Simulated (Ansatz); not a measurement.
Os (Fm-3m, No. 225): the end point of a relaxation with DFT, PBE, plane waves (420 eV) with PAW, scalar-relativistic in Ansatz; the starting structure was generated, so it need not be a known form of this composition.

```
CELL_PARAMETERS angstrom
3.85742 0.00000 0.00000
0.00000 3.85742 0.00000
0.00000 0.00000 3.85742
ATOMIC_POSITIONS crystal
Os 0.00000 0.00000 0.00000
Os 0.00000 0.50000 0.50000
Os 0.50000 0.00000 0.50000
Os 0.50000 0.50000 0.00000
```

Question: What will a Z-contrast image along [001] show? Simulated incoherent Z contrast: every atom adds Z^1.7 spread by a probe of 0.91 Å full width; channelling and multiple scattering are left out. The probe carries 25 % of its weight in a tail 2.5 times as wide. Shot noise was added.

Answer: The columns repeat on a square net with a repeat of 1.93 Å (plane group p4mm). All columns are alike (Os). The shortest distance between visible columns is 1.93 Å in projection. Along the beam the structure repeats every 3.86 Å.

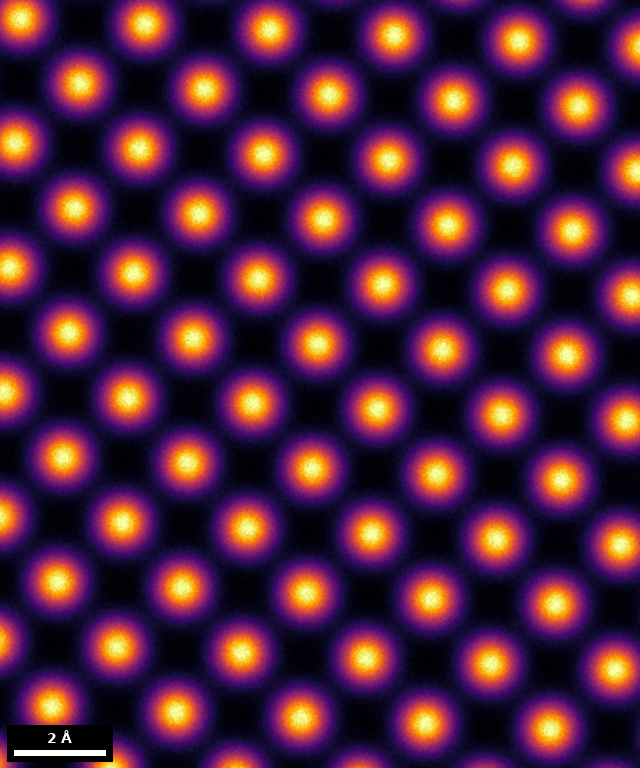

The simulated image.
